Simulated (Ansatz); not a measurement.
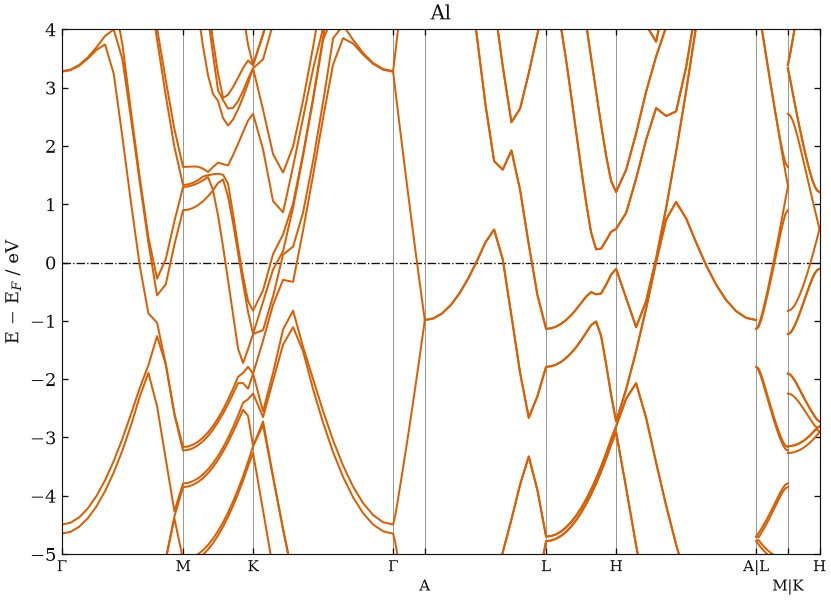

Band structure. Energies are counted from the Fermi level.

**What lattice type does the k path imply?**

A hexagonal (primitive) lattice: the path Γ–M–K–Γ–A–L–H–A|L–M|K–H runs through the special points of its Brillouin zone.

Calculation on Al, space group P6_3/mmc, 4 atoms in the cell; a = 2.827 Å, c = 9.370 Å (hexagonal axes).

Method: PBEsol, Ansatz PAW, no spin polarisation, no spin-orbit coupling, 9×9×3 k mesh, 420 eV cutoff, Fermi-Dirac smearing of 0.05 eV (Ansatz).

**Is there a gap at the Fermi level?**

A metal: bands cross the Fermi level along this path.

The PAW data sets were made with another functional. The k mesh is thin for a metal, so its Fermi level is uncertain. The cell is under a strain of +2 % (uniaxial). Bands are joined in order of energy, so crossings between the computed points show as kinks or gaps.
